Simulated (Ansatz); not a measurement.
# Al5H: one candidate of a structure search, part 2 of 2

Aim: relax a trial structure of Al5H and see where it ends.

Ansatz 0.2.0; DFT PBE, scalar-relativistic, plane waves, PAW. Earlier steps stand in the parts before.

## Step 4: Full relaxation

The end of the coarse run is made exact in the group found at a tolerance of 0.06 Å and reduced to its primitive cell.

File input.yaml:

```yaml
crystal:
  lattice:
    - [5.256656998, 0.0, 0.0]
    - [-2.628328499, 4.5523984993, 0.0]
    - [0.0, 0.0, 4.6238681524]
  atoms:
    - { symbol: Al, position: [0.0, 0.5, 0.5] }
    - { symbol: Al, position: [0.3333333333, 0.6666666667, 0.0] }
    - { symbol: Al, position: [0.6666666667, 0.3333333333, 0.0] }
    - { symbol: Al, position: [0.5, 0.0, 0.5] }
    - { symbol: Al, position: [0.5, 0.5, 0.5] }
    - { symbol: H, position: [0.0, 0.0, 0.0] }
basis:
  ecutwfc: 420
kpoints:
  mp_grid: { grid: [12, 12, 8] }
hamiltonian:
  xc: pbe
scf:
  occupations: { method: gaussian, width: 0.1 }
output:
  forces: true
  stress: true
  eigenvalues: true
relax:
  adjacent_minimum: "off"
  f_tol: 0.01
  max_steps: 80
  cell: { stress_tol: 0.05 }
```

On the command line:

```bash
$ ansatz run input.yaml --threads 1 --pin off --max-ram 2560MiB --backend cpu --events-out ev --progress --plain --runs-dir out
```

The log of the run:

```text
Warning: RAYON_NUM_THREADS=1 ignored (pool sized by the plan → 1); use --threads N
Engine: ansatz 0.2.0, aarch64-unknown-linux-gnu
Pseudopotentials: kind: paw
Pseudopotential: Al, paw, valence charge 3, recommended cutoff 420 eV (normal), Al.paw.azcp
Pseudopotential: H, paw, valence charge 1, recommended cutoff 420 eV (normal), H.paw.azcp
Functional definition: PBE
  parameter kappa = 0.804
  parameter beta = 0.06672455060314922
  exchange = pbe_x(kappa = kappa, mu = beta*pi^2/3)
  correlation = pbe_c(beta = beta)
Crystal: 6 atoms, lattice volume = 110.651 Å³
Basis set: ecut = 420 eV, 2169 PW (Γ), exchange–correlation on 72×72×64 points (8 copies of the dense FFT grid, shifted against one another)
Bands: 14, of which v1, the nominal top of the filled ones, is band 8 counted from 1 (7 counted from 0)
Symmetry: 24 space group operations
Space group: P6/mmm (ITA 191), of the structure as read, at distance tolerance 4.8e-5 Å
k-points: 95 of 1152
Non-local potential: Al, projectors of the file, l = 0: 2, l = 1: 2, l = 2: 1
Non-local potential: H, projectors of the file, l = 0: 2, l = 1: 1
PAW form: soft (Blöchl's): semilocal exchange-correlation on the pseudo side does not see the compensation charge
PAW one-centre angular grid: Al, 110 points (default); XC on 64 Gauss nodes
PAW one-centre angular grid: H, 110 points (default); XC on 64 Gauss nodes
Initial density: superposition of atomic densities (neutral atoms: chi_scale 0, normalization atom), corrected by the library's trained network
Initial wavefunctions: pseudopotential atomic-orbital guess
Functional: x = pbe(κ = 0.804, μ = 0.2195149727645171), c = pbe(β = 0.06672455060314922)
SCF iter   1: F=—  HF=-2700.105456 eV  |F-HF|=—  |Δ(HF+E_count)|=         —  Δρ=2.37e-3  dr2=7.88e-3  ethr=1.77e-3  ⟨swp⟩=7.0  Hψ=9177  notcnv=0
preconditioner: auto → Kerker (q_TF=auto, 1.977 Å⁻¹)  [metal: Δε(μ)=0.003 eV  Ē_g=6.275 eV  σ=0.100 eV  W_gap=0.01  n_scr=20 (ndim 8)  ℏωp=14.1 eV  f_vac=0.000  D(μ)=2.77/eV (n_scr^D=20)]
SCF iter   2: F=—  HF=-2700.105673 eV  |F-HF|=—  |Δ(HF+E_count)|=   2.18e-4  Δρ=1.11e-3  dr2=1.76e-3  ethr=4.92e-5  ⟨swp⟩=1.7  Hψ=2508  notcnv=0
SCF iter   3: F=—  HF=-2700.106193 eV  |F-HF|=—  |Δ(HF+E_count)|=   5.20e-4  Δρ=3.01e-4  dr2=1.24e-4  ethr=1.10e-5  ⟨swp⟩=2.5  Hψ=1858  notcnv=0
SCF iter   4: F=—  HF=-2700.106311 eV  |F-HF|=—  |Δ(HF+E_count)|=   1.18e-4  Δρ=7.97e-5  dr2=1.34e-5  ethr=7.73e-7  ⟨swp⟩=2.4  Hψ=1833  notcnv=0
SCF iter   5: F=—  HF=-2700.106256 eV  |F-HF|=—  |Δ(HF+E_count)|=   5.58e-5  Δρ=2.11e-5  dr2=1.59e-6  ethr=8.34e-8  ⟨swp⟩=2.3  Hψ=1934  notcnv=0
SCF iter   6: F=-2700.106255 eV  HF=-2700.106256 eV  |F-HF|=2.63e-8  |Δ(HF+E_count)|=   4.67e-8  Δρ=6.53e-6  dr2=7.58e-8  ethr=6.25e-10  ⟨swp⟩=7.1  Hψ=7148  notcnv=0
SCF 1 converged in 6 iterations: F = -2700.106255 eV  dr2 = 7.58e-8
relax step   1: F+E_penalty+E_count = -2700.10625548 eV  Δ(F+E_penalty+E_count) = +0.000e0 eV  max|allowed force component| = 2.332e-17 eV/Å  Δτ_max = 0.0000 Å  P = +0.071 GPa  Ω = 110.651 Å³  (6 SCF iters, dr2 threshold 1.00e-7 eV, accepted)
Crystal: 6 atoms, lattice volume = 110.743 Å³
Basis set: ecut = 420 eV, 2133 PW (Γ), exchange–correlation on 72×72×64 points (8 copies of the dense FFT grid, shifted against one another)
Initial density: handed on by an earlier stage of this run
Initial wavefunctions: those handed on with the density
iter 1 solved again at ethr=8.27e-6 eV; its pass at ethr=3.10e-3 eV (dr2=1.32e-3 eV) is discarded
SCF iter   1: F=—  HF=-2700.114169 eV  |F-HF|=—  |Δ(HF+E_count)|=         —  Δρ=8.14e-4  dr2=1.48e-3  ethr=8.27e-6  ⟨swp⟩=2.4  Hψ=10091  notcnv=0
preconditioner: auto → Kerker (q_TF=auto, 1.976 Å⁻¹)  [metal: Δε(μ)=0.007 eV  Ē_g=6.271 eV  σ=0.100 eV  W_gap=0.04  n_scr=20 (ndim 8)  ℏωp=14.1 eV  f_vac=0.000  D(μ)=2.63/eV (n_scr^D=20)]
SCF iter   2: F=—  HF=-2700.113862 eV  |F-HF|=—  |Δ(HF+E_count)|=   3.08e-4  Δρ=4.30e-4  dr2=4.00e-4  ethr=8.27e-6  ⟨swp⟩=1.0  Hψ=1330  notcnv=0
SCF iter   3: F=—  HF=-2700.113668 eV  |F-HF|=—  |Δ(HF+E_count)|=   1.94e-4  Δρ=9.77e-5  dr2=2.24e-5  ethr=2.50e-6  ⟨swp⟩=2.2  Hψ=1919  notcnv=0
SCF iter   4: F=—  HF=-2700.113663 eV  |F-HF|=—  |Δ(HF+E_count)|=   4.63e-6  Δρ=2.67e-5  dr2=1.49e-6  ethr=1.40e-7  ⟨swp⟩=1.7  Hψ=1668  notcnv=0
SCF iter   5: F=-2700.113663 eV  HF=-2700.113663 eV  |F-HF|=2.62e-8  |Δ(HF+E_count)|=   3.38e-8  Δρ=7.35e-6  dr2=1.49e-7  ethr=3.75e-9  ⟨swp⟩=5.2  Hψ=6285  notcnv=0
SCF 2 converged in 5 iterations: F = -2700.113663 eV  dr2 = 1.49e-7
relax step   2: F+E_penalty+E_count = -2700.11366313 eV  Δ(F+E_penalty+E_count) = -7.408e-3 eV  max|allowed force component| = 9.252e-18 eV/Å  Δτ_max = 0.0000 Å  P = -0.046 GPa  Ω = 110.743 Å³  energy of the carried Pulay correction = -8.402e-5 eV  (5 SCF iters, dr2 threshold 6.00e-7 eV, accepted)
Crystal: 6 atoms, lattice volume = 110.366 Å³
Basis set: ecut = 420 eV, 2121 PW (Γ), exchange–correlation on 72×72×64 points (8 copies of the dense FFT grid, shifted against one another)
iter 1 solved again at ethr=4.38e-6 eV; its pass at ethr=3.10e-3 eV (dr2=7.02e-4 eV) is discarded
SCF iter   1: F=—  HF=-2700.115142 eV  |F-HF|=—  |Δ(HF+E_count)|=         —  Δρ=5.76e-4  dr2=8.04e-4  ethr=4.38e-6  ⟨swp⟩=2.3  Hψ=10009  notcnv=0
preconditioner: auto → Kerker (q_TF=auto, 1.977 Å⁻¹)  [metal: Δε(μ)=0.040 eV  Ē_g=6.282 eV  σ=0.100 eV  W_gap=0.22  n_scr=20 (ndim 8)  ℏωp=14.1 eV  f_vac=0.000  D(μ)=2.61/eV (n_scr^D=20)]
SCF iter   2: F=—  HF=-2700.114970 eV  |F-HF|=—  |Δ(HF+E_count)|=   1.72e-4  Δρ=3.19e-4  dr2=2.44e-4  ethr=4.38e-6  ⟨swp⟩=1.0  Hψ=1330  notcnv=0
SCF iter   3: F=—  HF=-2700.114811 eV  |F-HF|=—  |Δ(HF+E_count)|=   1.59e-4  Δρ=4.99e-5  dr2=4.86e-6  ethr=1.52e-6  ⟨swp⟩=2.5  Hψ=1969  notcnv=0
SCF iter   4: F=—  HF=-2700.114810 eV  |F-HF|=—  |Δ(HF+E_count)|=   6.40e-7  Δρ=1.98e-5  dr2=6.82e-7  ethr=2.60e-9  ⟨swp⟩=6.6  Hψ=6942  notcnv=0
SCF iter   5: F=-2700.114810 eV  HF=-2700.114810 eV  |F-HF|=6.73e-9  |Δ(HF+E_count)|=   5.74e-9  Δρ=5.93e-6  dr2=8.87e-8  ethr=2.60e-9  ⟨swp⟩=4.0  Hψ=4024  notcnv=0
SCF 3 converged in 5 iterations: F = -2700.114810 eV  dr2 = 8.87e-8
relax step   3: F+E_penalty+E_count = -2700.11481035 eV  Δ(F+E_penalty+E_count) = -1.147e-3 eV  max|allowed force component| = 2.005e-17 eV/Å  Δτ_max = 0.0000 Å  P = +0.096 GPa  Ω = 110.366 Å³  energy of the carried Pulay correction = +1.566e-5 eV  (5 SCF iters, dr2 threshold 4.16e-7 eV, accepted)
Crystal: 6 atoms, lattice volume = 110.623 Å³
iter 1 solved again at ethr=3.50e-7 eV; its pass at ethr=3.10e-3 eV (dr2=5.61e-5 eV) is discarded
SCF iter   1: F=—  HF=-2700.115047 eV  |F-HF|=—  |Δ(HF+E_count)|=         —  Δρ=1.54e-4  dr2=6.57e-5  ethr=3.50e-7  ⟨swp⟩=2.2  Hψ=9743  notcnv=0
preconditioner: auto → Kerker (q_TF=auto, 1.977 Å⁻¹)  [metal: Δε(μ)=0.024 eV  Ē_g=6.274 eV  σ=0.100 eV  W_gap=0.13  n_scr=20 (ndim 8)  ℏωp=14.1 eV  f_vac=0.000  D(μ)=2.63/eV (n_scr^D=20)]
SCF iter   2: F=—  HF=-2700.114931 eV  |F-HF|=—  |Δ(HF+E_count)|=   1.16e-4  Δρ=8.60e-5  dr2=1.80e-5  ethr=3.50e-7  ⟨swp⟩=1.1  Hψ=1391  notcnv=0
SCF iter   3: F=—  HF=-2700.114927 eV  |F-HF|=—  |Δ(HF+E_count)|=   4.26e-6  Δρ=1.43e-5  dr2=3.74e-7  ethr=1.13e-7  ⟨swp⟩=2.5  Hψ=1990  notcnv=0
SCF iter   4: F=-2700.114927 eV  HF=-2700.114927 eV  |F-HF|=1.44e-8  |Δ(HF+E_count)|=   1.57e-8  Δρ=6.50e-6  dr2=4.59e-8  ethr=4.70e-10  ⟨swp⟩=5.4  Hψ=6215  notcnv=0
SCF 4 converged in 4 iterations: F = -2700.114927 eV  dr2 = 4.59e-8
relax step   4: F+E_penalty+E_count = -2700.11492701 eV  Δ(F+E_penalty+E_count) = -1.167e-4 eV  max|allowed force component| = 1.850e-17 eV/Å  Δτ_max = 0.0000 Å  P = -0.024 GPa  Ω = 110.623 Å³  energy of the carried Pulay correction = -6.890e-5 eV  (4 SCF iters, dr2 threshold 7.53e-8 eV, accepted)
Initial wavefunctions: pseudopotential atomic-orbital guess (no wavefunctions were taken with the density)
iter 1 solved again at ethr=5.67e-7 eV; its pass at ethr=3.10e-3 eV (dr2=9.07e-5 eV) is discarded
SCF iter   1: F=—  HF=-2700.115178 eV  |F-HF|=—  |Δ(HF+E_count)|=         —  Δρ=2.83e-5  dr2=9.90e-8  ethr=5.67e-7  ⟨swp⟩=3.1  Hψ=12612  notcnv=0
eigensolver tolerance schedule: the retry pair's looser diagonalisation over-reported the residual by 915.61 of it (diagonalisation noise at 0.20 of the residual, at the tolerance the schedule requests for it); recorded, not acted on — ethr = c·dr2/N_el stays at c = 1.0e-1
preconditioner: auto → Kerker (q_TF=auto, 1.977 Å⁻¹)  [metal: Δε(μ)=0.024 eV  Ē_g=6.274 eV  σ=0.100 eV  W_gap=0.14  n_scr=20 (ndim 8)  ℏωp=14.1 eV  f_vac=0.000  D(μ)=2.63/eV (n_scr^D=20)]
SCF iter   2: F=—  HF=-2700.115082 eV  |F-HF|=—  |Δ(HF+E_count)|=   9.60e-5  Δρ=1.47e-5  dr2=3.37e-8  ethr=6.19e-10  ⟨swp⟩=2.4  Hψ=2238  notcnv=0
SCF iter   3: F=—  HF=-2700.115084 eV  |F-HF|=—  |Δ(HF+E_count)|=   1.32e-6  Δρ=3.91e-6  dr2=6.45e-9  ethr=2.11e-10  ⟨swp⟩=2.4  Hψ=1958  notcnv=0
SCF iter   4: F=—  HF=-2700.115084 eV  |F-HF|=—  |Δ(HF+E_count)|=   6.58e-8  Δρ=7.33e-7  dr2=5.66e-10  ethr=4.03e-11  ⟨swp⟩=2.3  Hψ=1930  notcnv=0
SCF iter   5: F=-2700.115084 eV  HF=-2700.115084 eV  |F-HF|=2.59e-11  |Δ(HF+E_count)|=   1.99e-9  Δρ=1.58e-7  dr2=4.96e-11  ethr=1.00e-12  ⟨swp⟩=3.7  Hψ=5828  notcnv=0
SCF 5 converged in 5 iterations: F = -2700.115084 eV  dr2 = 4.96e-11
relax step   5: F+E_penalty+E_count = -2700.11508362 eV  Δ(F+E_penalty+E_count) = -1.566e-4 eV  max|allowed force component| = 1.735e-17 eV/Å  Δτ_max = 0.0000 Å  P = -0.022 GPa  Ω = 110.623 Å³  stress off target by 2.65e-2 GPa  SCF on the basis re-selected at this cell (its energy is not comparable with the rows above)  (5 SCF iters)
basis re-selected at this cell: Δ(F+E_penalty+E_count) = -1.566e-4 eV, ΔP = +0.002 GPa vs the last step (what re-selecting the basis moved, of the pressure what is left beyond the Pulay correction that the steps carried, after the strain that the cell walked since its last selection, with what the two solves' SCF thresholds leave and, on support functions, any second-order correction that the steps lacked; it is no measure of the basis error at this ecutwfc). This SCF's stress stands 2.65e-2 GPa from its target on what of the cell is left free (relax.cell.stress_tol is 5.00e-2 GPa) and its largest allowed force component is 1.73e-17 eV/Å (relax.f_tol is 1.00e-2 eV/Å): within both
SCF converged after 5 iterations
Free energy (F): -2700.115084 eV
Harris-Foulkes:  -2700.115084 eV  (|F-HF|=2.59e-11)
Internal energy: -2700.101938 eV  (E = F + TS)
E sigma→0 (E₀):  -2700.108511 eV
Entropy (-TS):   -0.013145 eV (-2.191 meV/atom)
Fermi energy:    4.781092 eV
--- Per-component energies (eV) ---
  E_band       = 14.793623
  E_kinetic    = 119.110777
  E_local      = -18.928123  (includes V_loc(G=0)·N_el)
  E_nonlocal   = 54.645904
  E_hartree    = 14.385136
  E_xc         = -202.686610
  E_vxc        = -149.749806  (∫ρ·V_xc dr)
  E_paw        = -2337.354991  (= ΣΔE_a)
  E_vpaw       = -19.054527  (= ΣTr[D̂ρ^β])
  E_aug_tail   = -0.000912  (compensation charges beyond the density's cutoff)
  E_ewald      = -329.273120
  E_smearing   = -0.013145  (= −TS)
  E_closure    = 0.000000  (closes the sum)
  Σ components = -2700.115084   (vs F -2700.115084, Δ=0.00e0)
--- Forces (eV/Å), atoms counted from 1 ---
  atom   1  Al     0.00000000     0.00000000     0.00000000
  atom   2  Al     0.00000000     0.00000000     0.00000000
  atom   3  Al     0.00000000    -0.00000000     0.00000000
  atom   4  Al     0.00000000     0.00000000     0.00000000
  atom   5  Al     0.00000000     0.00000000     0.00000000
  atom   6  H      0.00000000     0.00000000     0.00000000
  max |Σ_I F_I| component: 1.39e-17 eV/Å
--- Stress (GPa, compression-positive) ---
       -0.026509      -0.000000       0.000000
       -0.000000      -0.026509       0.000000
        0.000000       0.000000      -0.012404
  P = ⅓ Tr σ = -0.0218 GPa (-0.218 kbar)
--- Band table (eV; the first three rows and the last of 95) ---
  k-point 0: bands = ["-5.0848", "-0.0756", "1.3141", "1.7083", "1.7916", "1.7916", "3.6676", "3.6676", "4.1980", "5.9737", "7.5967", "7.5967", "7.7567", "8.5606"]
  k-point 1: bands = ["-4.9862", "0.0031", "0.0490", "1.8922", "1.8922", "3.0336", "3.7479", "3.7479", "4.3727", "5.2097", "6.5698", "6.5698", "8.7144", "8.9579"]
  k-point 2: bands = ["-4.6964", "-1.2184", "0.2234", "2.1934", "2.1934", "3.9474", "3.9754", "3.9754", "4.1393", "5.3445", "5.3445", "5.4089", "7.7790", "7.7790"]
  k-point 94: bands = ["-2.2923", "-2.2923", "-1.0311", "-1.0311", "1.0157", "1.1886", "5.2621", "5.3545", "5.3545", "7.2899", "7.2899", "8.1186", "10.3447", "10.4892"]
--- Relaxed structure (4 steps of the walk, 4 accepted, 1 SCFs on fresh bases) ---
  F+E_penalty+E_count = -2700.11508362 eV   max|allowed force component| = 1.735e-17 eV/Å   (the final SCF, on the basis selected at the relaxed cell)
  cell:  # Å, volume = 110.6227 Å³
    - [5.218960036961548, 0.0, 0.0]
    - [-2.609480018480774, 4.519751973344474, 0.0]
    - [0.0, 0.0, 4.6897049363937855]
  atoms:
    - { symbol: Al, position: [0.0, 0.5, 0.5] }
    - { symbol: Al, position: [0.3333333333333333, 0.6666666666666667, 0.0] }
    - { symbol: Al, position: [0.6666666666666667, 0.3333333333333333, 0.0] }
    - { symbol: Al, position: [0.5, -1.74805336909061e-35, 0.5] }
    - { symbol: Al, position: [0.5, 0.5, 0.5] }
    - { symbol: H, position: [-4.5767744850218344e-35, -1.9022933722456638e-35, 0.0] }
```

Wall time 45 s (1 thread of Arm Neoverse V1, shared host); peak memory 0.43 GiB.

Step by step:

| step | E - E(step 1) (eV/cell) | largest force component (eV/Å) | pressure (GPa) | volume (Å³) |
| --- | --- | --- | --- | --- |
| 1 | 0.0000 | 0.0000 | 0.07 | 110.65 |
| 2 | -0.0074 | 0.0000 | -0.05 | 110.74 |
| 3 | -0.0086 | 0.0000 | 0.10 | 110.37 |
| 4 | -0.0087 | 0.0000 | -0.02 | 110.62 |
| 5 | -0.0088 | 0.0000 | -0.02 | 110.62 |

Step 1 is the start. Step 5 repeats the geometry before it on a plane-wave basis chosen anew for that cell, so its energy need not be comparable with the rows above.

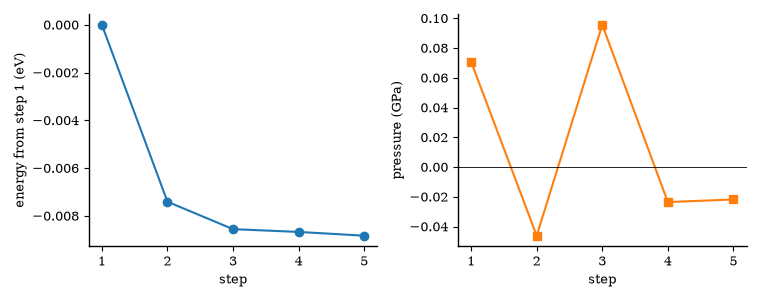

Energy and pressure along the relaxation.

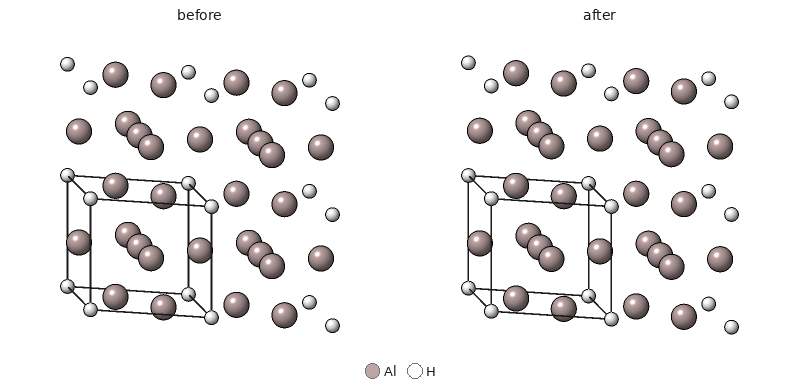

Before and after, at one scale. The change is too small to see at this scale.

|  | before | after | change |
| --- | --- | --- | --- |
| a (Å) | 5.257 | 5.219 | -0.7 % |
| b (Å) | 5.257 | 5.219 | -0.7 % |
| c (Å) | 4.624 | 4.690 | +1.4 % |
| volume (Å³/atom) | 18.44 | 18.44 | 0.0 % |
| shortest distance (Å) | 2.628 | 2.609 | -0.7 % |
| space group (0.01 Å) | P6/mmm | P6/mmm | same |

The run keeps the 24 symmetry operations of the start, so it could not have lowered the symmetry.

## Step 5: Variant: xc r2scan, occupations.method methfessel_paxton, occupations.width 0.2

File input.yaml:

```yaml
crystal:
  lattice:
    - [5.218960037, 0.0, 0.0]
    - [-2.6094800185, 4.5197519733, 0.0]
    - [0.0, 0.0, 4.6897049364]
  atoms:
    - { symbol: Al, position: [0.0, 0.5, 0.5] }
    - { symbol: Al, position: [0.3333333333, 0.6666666667, 0.0] }
    - { symbol: Al, position: [0.6666666667, 0.3333333333, 0.0] }
    - { symbol: Al, position: [0.5, 0.0, 0.5] }
    - { symbol: Al, position: [0.5, 0.5, 0.5] }
    - { symbol: H, position: [0.0, 0.0, 0.0] }
basis:
  ecutwfc: 420
kpoints:
  mp_grid: { grid: [12, 12, 8] }
hamiltonian:
  xc: r2scan
scf:
  occupations: { method: methfessel_paxton, width: 0.2 }
output:
  forces: true
  eigenvalues: true
  stress: true
```

On the command line:

```bash
$ ansatz run input.yaml --threads 1 --pin off --max-ram 2560MiB --backend cpu --events-out ev --progress --plain --runs-dir out
```

The log of the run (excerpt; [...] marks lines left out):

```text
Warning: basis.ecutwfc = 420 eV is below the records' recommended 500 eV, and the density's cutoff is lower with it unless basis.ecutrho_ratio is high enough to keep the records' density cutoff: compare with a run at a higher cutoff
Warning: RAYON_NUM_THREADS=1 ignored (pool sized by the plan → 1); use --threads N
[...]
[... 1 set-up line as earlier in the session ...]
Pseudopotential: Al, paw, valence charge 3, recommended cutoff 500 eV (meta_gga), Al.paw.azcp
Pseudopotential: H, paw, valence charge 1, recommended cutoff 500 eV (meta_gga), H.paw.azcp
Functional definition: r2SCAN
[...]
Crystal: 6 atoms, lattice volume = 110.623 Å³
Basis set: ecut = 420 eV, 2133 PW (Γ), exchange–correlation on 144×144×128 points (64 copies of the dense FFT grid, shifted against one another)
Bands: 14, of which v1, the nominal top of the filled ones, is band 8 counted from 1 (7 counted from 0)
[... 2 set-up lines as earlier in the session ...]
k-points: 95 of 1152
[...]
E sigma→0 (E₀):  -2714.452989 eV
Entropy (-TS):   -0.001241 eV (-0.207 meV/atom)
Fermi energy:    4.768287 eV
Step filling:    the computed levels leave a gap of 0.0134 eV = 0.1 smearing widths at the electron count; against every level under it full and every level over it empty, smearing changes F+E_penalty+E_count by +0.302 meV and its σ→0 estimate by +0.612 meV
[...]
--- Forces (eV/Å), atoms counted from 1 ---
  atom   1  Al     0.00000000    -0.00000000     0.00000000
  atom   2  Al     0.00000000     0.00000000     0.00000000
  atom   3  Al     0.00000000    -0.00000000     0.00000000
  atom   4  Al    -0.00000000     0.00000000     0.00000000
  atom   5  Al     0.00000000    -0.00000000     0.00000000
  atom   6  H      0.00000000     0.00000000     0.00000000
[...]
--- Stress (GPa, compression-positive) ---
       -1.079121       0.000000       0.000000
        0.000000      -1.079121       0.000000
        0.000000       0.000000      -1.687510
  P = ⅓ Tr σ = -1.2819 GPa (-12.819 kbar)
--- Band table (eV; the first three rows and the last of 95) ---
  k-point 0: bands = ["-5.6657", "-0.3903", "1.0157", "1.6183", "1.6302", "1.6302", "3.5645", "3.5645", "4.2112", "5.9736", "7.7245", "7.7245", "8.2193", "8.8972"]
[...]
```

Wall time 16 s (1 thread of Arm Neoverse V1, shared host); peak memory 0.57 GiB.

```csv
run,ending,energy change,pressure (GPa),gap (eV),force (eV/Å),cycles,time
step 4,converged,-,0.0,0.00,0.00,-,45 s
variant,converged,not comparable,-1.3,0.00,0.00,7,16 s
```

Total energies don't compare across a change of functional; the pressure goes from 0.0 to -1.3 GPa. The smearing changed too. The cutoff is under what these potentials recommend, as the log warns, so basis error is mixed in.

## Step 6: Outcome

The summary covers parts 1 to 2. Changes of volume or cell count from the first structure of part 1.

```
                                                              quantity                                                                       value
                                symmetry at the end (tolerance 0.05 Å)                                                space group P6/mmm (No. 191)
                                                     conventional cell  a = 5.219 Å, b = 5.219 Å, c = 4.690 Å, α = 90.00°, β = 90.00°, γ = 120.00°
                                                                volume                                                               18.44 Å³/atom
energy over the elements (uncorrected; H, N, O, F and Cl as molecules)                                                               +0.55 eV/atom
                                                       gap on the mesh                                                                none (metal)
```

In words: The space group P6/mmm (No. 191) is kept, and the volume per atom grows by 24.7 % from the first guess. With a positive formation energy it can't be a ground state. No finished test with a distortion of lower symmetry is shown, so the end may be a saddle point.
